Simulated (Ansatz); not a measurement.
## Run report: Sr2Cl, geometry relaxation (part 2 of 2)

The same run, continued: Sr2Cl (3 atoms in the cell); DFT PBE, scalar-relativistic, plane waves, PAW, no spin polarisation (Ansatz 0.2.0); cutoff 420 eV, 16×16×16 k-mesh, Gaussian smearing of 0.1 eV. The structure was built on a prototype by a generator; it need not be a known phase. It belongs to a series of runs on one base structure; here: anti-CaC2 type (I4/mmm, No. 139).

Geometry of the input (Å; fractional positions):
```
-1.9466  1.9466  7.4780
1.9466  -1.9466  7.4780
1.9466  1.9466  -7.4780
Sr 0.6464  0.6464  0.0000
Sr 0.3536  0.3536  0.0000
Cl 0.0000  0.0000  0.0000
```

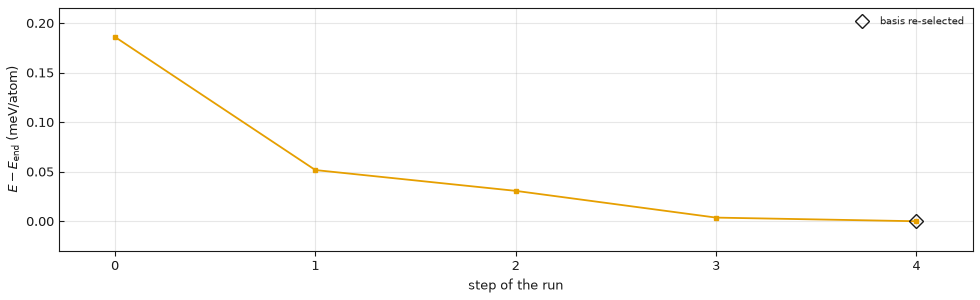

Fig. 1: Progress of the relaxation, step by step (the first geometry is step 0 here and step 1 in the log).

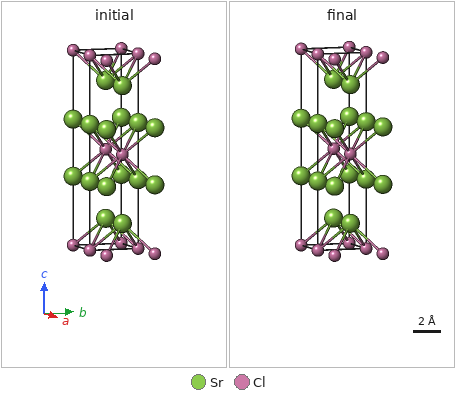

Fig. 2: Before (left) and after (right) the relaxation, at one scale (ball-and-stick view of the cell 2 times as large as that of the calculation, set on its symmetry axes, repeated 2 × 1 × 1, seen slightly off an axis). No atom moves by more than 0.005 Å relative to the cell. The volume changes by +0.7 %, with a = b stay at 3.893 Å, c 14.956 → 15.055 Å (+0.7 %). Distances before and after: Sr1–Cl3 3.517 → 3.528 Å. The space group stays I4/mmm (No. 139). After 3 geometry steps the energy has fallen by 0.2 meV per atom. The largest force component goes from 0.0046 to 0.00069 eV/Å. The pressure goes from 0.11 to 0.00 GPa. A last SCF at the same geometry on a re-selected plane-wave basis shifts the energy by next to nothing (0.0 meV per atom). (Atoms are counted from 1 in the order of the input.)

```
basis re-selected at this cell: Δ(F+E_penalty+E_count) = -1.042e-5 eV, ΔP = +0.000 GPa vs the last step (what re-selecting the basis moved, of the pressure what is left beyond the Pulay correction that the steps carried, after the strain that the cell walked since its last selection, with what the two solves' SCF thresholds leave and, on support functions, any second-order correction that the steps lacked; it is no measure of the basis error at this ecutwfc). This SCF's stress stands 6.74e-3 GPa from its target on what of the cell is left free (relax.cell.stress_tol is 5.00e-2 GPa) and its largest allowed force component is 6.91e-4 eV/Å (relax.f_tol is 1.00e-2 eV/Å): within both
SCF converged after 6 iterations
Free energy (F): -8170.811403 eV
Harris-Foulkes:  -8170.811403 eV  (|F-HF|=7.28e-12)
Internal energy: -8170.798582 eV  (E = F + TS)
E sigma→0 (E₀):  -8170.804992 eV
Entropy (-TS):   -0.012821 eV (-4.274 meV/atom)
Fermi energy:    6.841374 eV
--- Per-component energies (eV) ---
  E_band       = -259.655772
  E_kinetic    = 645.662665
  E_local      = -1650.372602  (includes V_loc(G=0)·N_el)
  E_nonlocal   = 433.693095
  E_hartree    = 416.076942
  E_xc         = -451.286609
  E_vxc        = -442.784352  (∫ρ·V_xc dr)
  E_paw        = -6048.555609  (= ΣΔE_a)
  E_vpaw       = -78.008567  (= ΣTr[D̂ρ^β])
  E_aug_tail   = 0.000089  (compensation charges beyond the density's cutoff)
  E_ewald      = -1516.016552
  E_smearing   = -0.012821  (= −TS)
  E_closure    = 0.000000  (closes the sum)
  Σ components = -8170.811403   (vs F -8170.811403, Δ=0.00e0)
--- Forces (eV/Å), atoms counted from 1 ---
  atom   1  Sr     0.00000000    -0.00000000    -0.00069060
  atom   2  Sr    -0.00000000    -0.00000000     0.00069060
  atom   3  Cl     0.00000000     0.00000000     0.00000000
  max |Σ_I F_I| component: 3.47e-18 eV/Å
--- Stress (GPa, compression-positive) ---
        0.006737       0.000000      -0.000000
        0.000000       0.006737      -0.000000
       -0.000000      -0.000000       0.000173
  P = ⅓ Tr σ = 0.0045 GPa (0.045 kbar)
--- Band table (eV; the first three rows and the last of 349) ---
  k-point 0: bands = ["-30.0168", "-30.0026", "-12.1439", "-11.9215", "-11.9019", "-11.9019", "-11.8704", "-11.8704", "-10.3313", "0.8776", "1.8168", "1.8168", "3.7759", "6.6783", "7.3213", "7.6294", "7.6896", "8.9420"]
  k-point 1: bands = ["-30.0154", "-30.0016", "-12.1358", "-11.9311", "-11.9110", "-11.9004", "-11.8856", "-11.8786", "-10.3217", "0.9054", "1.7330", "1.7668", "3.9134", "6.7475", "7.3620", "7.7363", "7.7871", "8.8872"]
  k-point 2: bands = ["-30.0112", "-29.9988", "-12.1134", "-11.9534", "-11.9369", "-11.9262", "-11.9019", "-11.9008", "-10.2965", "0.9803", "1.5390", "1.6308", "4.2656", "6.9597", "7.4772", "8.0243", "8.0668", "8.7692"]
  k-point 348: bands = ["-30.0151", "-30.0043", "-12.0546", "-12.0201", "-11.9058", "-11.9058", "-11.8664", "-11.8664", "-10.3208", "0.7738", "1.8161", "1.8161", "4.6359", "5.5127", "7.0796", "7.2585", "8.0740", "9.5154"]
--- Relaxed structure (4 steps of the walk, 4 accepted, 1 SCFs on fresh bases) ---
  F+E_penalty+E_count = -8170.81140270 eV   max|allowed force component| = 6.906e-4 eV/Å   (the final SCF, on the basis selected at the relaxed cell)
  cell:  # Å, volume = 114.0809 Å³
    - [-1.9464583979585606, 1.9464583979585606, 7.527705220728687]
    - [1.9464583979585606, -1.9464583979585606, 7.527705220728687]
    - [1.9464583979585606, 1.9464583979585606, -7.527705220728687]
  atoms:
    - { symbol: Sr, position: [0.6465432457678498, 0.6465432457678498, -2.501985214123192e-34] }
    - { symbol: Sr, position: [0.3534567542321503, 0.3534567542321503, -1.789235415508361e-34] }
    - { symbol: Cl, position: [1.9331434432024654e-20, 1.9331434432024422e-20, 1.173632231369642e-34] }
```

### Trajectory as extended XYZ (Å, eV, eV/Å), 5 frames, from step=1 to step=5
```
3
Lattice="-1.9466 1.9466 7.4780 1.9466 -1.9466 7.4780 1.9466 1.9466 -7.4780" Properties=species:S:1:pos:R:3:forces:R:3 step=1 energy=-8170.81084 pressure_GPa=0.11
Sr    0.0000    0.0000    9.6675    0.0000   0.0000   0.0046
Sr    0.0000    0.0000    5.2884    0.0000   0.0000  -0.0046
Cl    0.0000    0.0000    0.0000    0.0000   0.0000   0.0000
3
Lattice="-1.9464 1.9464 7.5030 1.9464 -1.9464 7.5030 1.9464 1.9464 -7.5030" Properties=species:S:1:pos:R:3:forces:R:3 step=2 energy=-8170.81125 pressure_GPa=0.06
Sr    0.0000    0.0000    9.6998    0.0000   0.0000   0.0077
Sr    0.0000    0.0000    5.3062    0.0000   0.0000  -0.0077
Cl    0.0000    0.0000    0.0000    0.0000   0.0000   0.0000
3
Lattice="-1.9465 1.9465 7.5297 1.9465 -1.9465 7.5297 1.9465 1.9465 -7.5297" Properties=species:S:1:pos:R:3:forces:R:3 step=3 energy=-8170.81131 pressure_GPa=0.01
Sr    0.0000    0.0000    9.7405    0.0000   0.0000  -0.0200
Sr    0.0000    0.0000    5.3189    0.0000   0.0000   0.0200
Cl    0.0000    0.0000    0.0000    0.0000   0.0000   0.0000
3
Lattice="-1.9465 1.9465 7.5277 1.9465 -1.9465 7.5277 1.9465 1.9465 -7.5277" Properties=species:S:1:pos:R:3:forces:R:3 step=4 energy=-8170.81139 pressure_GPa=0.00
Sr    0.0000    0.0000    9.7340    0.0000   0.0000  -0.0007
Sr    0.0000    0.0000    5.3214    0.0000   0.0000   0.0007
Cl    0.0000    0.0000    0.0000    0.0000   0.0000   0.0000
3
Lattice="-1.9465 1.9465 7.5277 1.9465 -1.9465 7.5277 1.9465 1.9465 -7.5277" Properties=species:S:1:pos:R:3:forces:R:3 step=5 energy=-8170.81140 pressure_GPa=0.00
Sr    0.0000    0.0000    9.7340    0.0000   0.0000  -0.0007
Sr    0.0000    0.0000    5.3214    0.0000   0.0000   0.0007
Cl    0.0000    0.0000    0.0000    0.0000   0.0000   0.0000
```

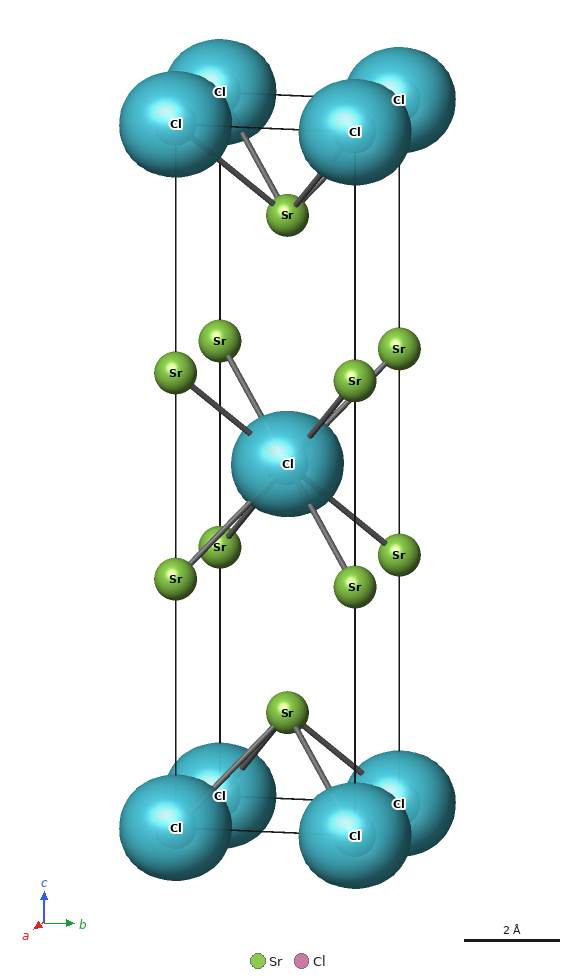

Fig. 3: Isosurface of the electron localisation function at 0.75 (cyan), seen slightly off an axis. Only the valence region is drawn (cores and ρ < 0.01 e/Å³ removed). Sticks mark near contacts. The outline is the cell set on symmetry axes. Values along the shortest contacts: Sr–Cl (3.53 Å): the ELF is about 0.05 at the midpoint; no shared pair; the contact is polar. Core electrons are frozen (PAW), so the fields are smoothed inside the atomic spheres.

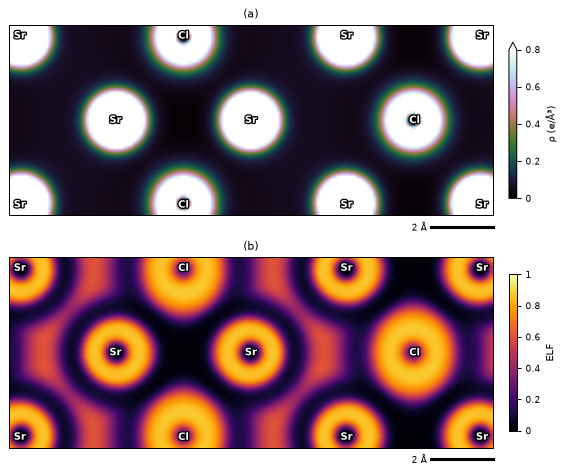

Fig. 4: (a) valence electron density; (b) ELF on the (110) plane of the conventional cell. The section cuts through Sr and Cl sites. Sr–Cl (3.53 Å): ρ at the midpoint is about 0.06 e/Å³; the ELF is about 0.05 at the midpoint (a polar contact without a shared pair, in a metal). Away from the nuclei the density in this plane falls to 0.01 e/Å³ at its lowest. The strong features right at Sr lie inside the PAW spheres (semicore, d or f shells) and say nothing about bonding.

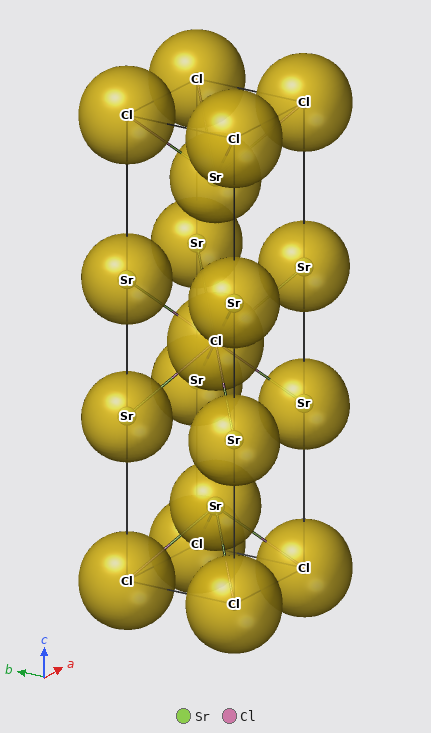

Fig. 5: Isosurface of the valence pseudo-density at 0.1 e/Å³ (yellow), seen at an oblique angle. Sticks mark near contacts. The outline is the cell set on symmetry axes. At this value the density breaks into separate islands; it holds about 85 % of the electrons treated as valence (semicore included). It is pinched off along the Sr–Cl (3.53 Å) contacts. On the grid the lowest density along these lines, outside the cores, is 0.05 e/Å³ (Sr–Cl, 3.53 Å).
